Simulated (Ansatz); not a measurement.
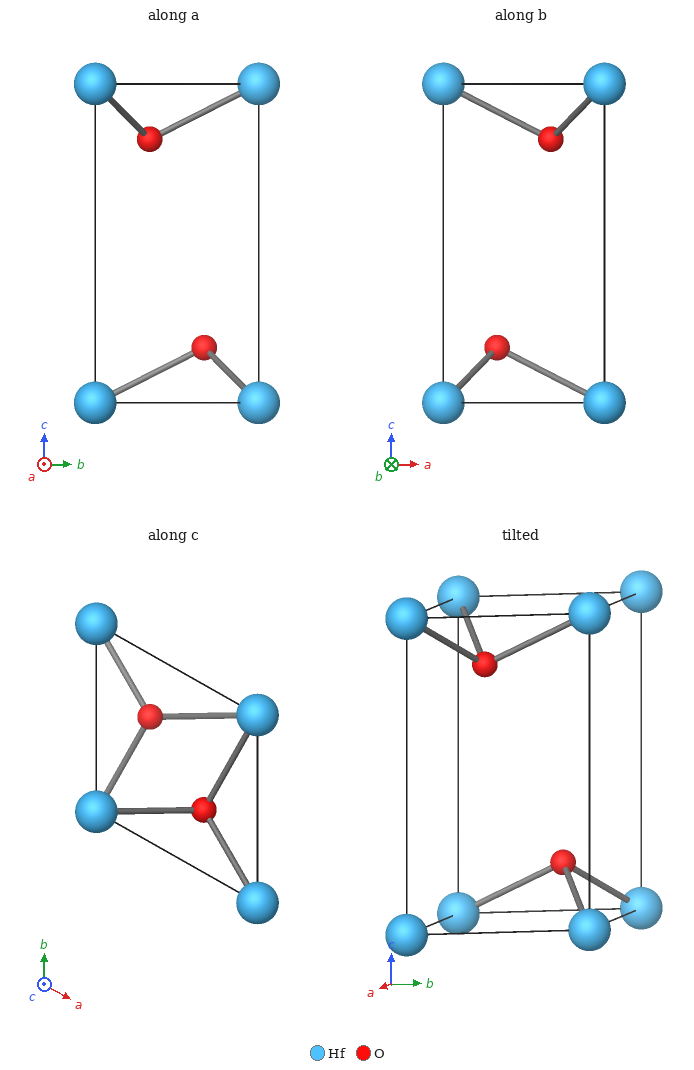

Crystal structure, ball-and-stick style, seen along the a axis, along the b axis, along the c axis and slightly off an axis. The parallelepiped is the unit cell.

Lattice parameters: a = 3.2522 Å, b = 3.3011 Å, c = 5.6017 Å, α = 90.000°, β = 90.000°, γ = 119.511°.

Set out the cell and atoms as a CIF in P1 with every atom of the cell, with free fractional coordinates to two decimals.

```cif
data_structure
_symmetry_space_group_name_H-M 'P 1'
_symmetry_Int_Tables_number 1
_cell_length_a 3.2522
_cell_length_b 3.3011
_cell_length_c 5.6017
_cell_angle_alpha 90.000
_cell_angle_beta 90.000
_cell_angle_gamma 119.511
_cell_volume 52.34
loop_
_atom_site_label
_atom_site_type_symbol
_atom_site_fract_x
_atom_site_fract_y
_atom_site_fract_z
_atom_site_occupancy
Hf1 Hf 0.00 0.00 0.00 1
O1 O 0.33 0.67 0.17 1
O2 O 0.67 0.33 0.83 1
```

The initial geometry was a structure type filled with these elements by a generator (whether the compound takes this form wasn't checked). The cell was then strained or its atoms displaced on purpose. Ansatz was used for an electronic-structure calculation on it.
